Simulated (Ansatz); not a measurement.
Crystal: ZnSe, a calculation's input that goes back to an entry of the Crystallography Open Database (an earlier step may have relaxed or displaced it).

```
Zn Se
1.0
     5.66485    0.00000    0.00000
     0.00000    5.66485    0.00000
     0.00000    0.00000    5.66485
Zn Se
4 4
Cartesian
  0.0000 0.0000 0.0000
  0.0000 2.8324 2.8324
  2.8324 0.0000 2.8324
  2.8324 2.8324 0.0000
  1.4162 1.4162 4.2486
  1.4162 4.2486 1.4162
  4.2486 1.4162 1.4162
  4.2486 4.2486 4.2486
```

Question: What does its first Brillouin zone look like, and which path through it is standard?

Answer: It has a face-centred cubic lattice (cF; extended symbol cF2). The zone is a truncated octahedron in its combinatorial type: 14 faces (6 with 4 edges, 8 with 6 edges), 36 edges, 24 vertices. Path: Γ–X–U | K–Γ–L–W–X.

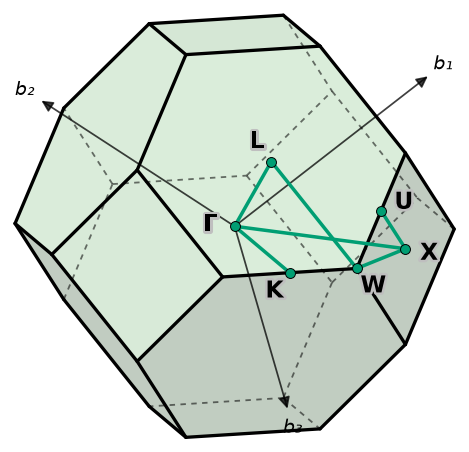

Labels and path follow the convention of Hinuma et al. (2017), as computed by seekpath; the arrows show the directions of the reciprocal primitive vectors b₁, b₂, b₃, in which coordinates are given; lengths include the factor 2π.

| point | k₁ | k₂ | k₃ | length of k (1/Å) |
| --- | --- | --- | --- | --- |
| Γ | 0 | 0 | 0 | 0.000 |
| X | 1/2 | 0 | 1/2 | 1.109 |
| L | 1/2 | 1/2 | 1/2 | 0.961 |
| W | 1/2 | 1/4 | 3/4 | 1.240 |
| K | 3/8 | 3/8 | 3/4 | 1.176 |
| U | 5/8 | 1/4 | 5/8 | 1.176 |
